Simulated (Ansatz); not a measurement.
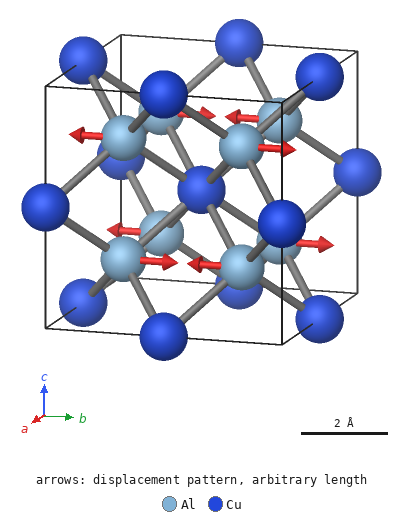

One vibrational mode of crystalline Al2Cu at the zone centre. Displacements are drawn as red arrows; their common scale and sign are arbitrary. The picture is a ball-and-stick view of the conventional cell (4 times the calculation's cell), seen slightly off an axis. Lengths and directions refer to the drawn axes.

Level of theory: Ansatz, DFT PBE, scalar-relativistic, plane waves, PAW.

Input file:
```yaml
crystal:
  lattice:
    - [-2.0452732739, 2.0452732739, 2.8924536688]
    - [2.0452732739, -2.0452732739, 2.8924536688]
    - [2.0452732739, 2.0452732739, -2.8924536688]
  atoms:
    - { symbol: Al, position: [0.75, 0.25, 0.5] }
    - { symbol: Al, position: [0.25, 0.75, 0.5] }
    - { symbol: Cu, position: [0.5, 0.5, 0.0] }
basis:
  ecutwfc: 420
kpoints:
  mp_grid: { grid: [16, 16, 16] }
hamiltonian:
  xc: pbe
scf:
  occupations: { method: fermi_dirac, width: 0.15 }
output:
  eigenvalues: true
phonons:
  method: dfpt
  eigenvectors: true
```

Run as
```bash
ansatz run input.yaml --threads 1 --pin off --max-ram 2560MiB --backend cpu --events-out ev --progress --plain --runs-dir out
```

The frequencies depend somewhat on the k-mesh and the smearing.

Describe the mode and give its frequency.

Answer. This is the T₂g mode (triply degenerate; one member of the set is drawn) at 274 cm⁻¹, the highest optical level, Raman-active by symmetry. The Cu atoms stay at rest; all motion is along b; atoms of one kind move against one another, with no net shift of their sublattice.
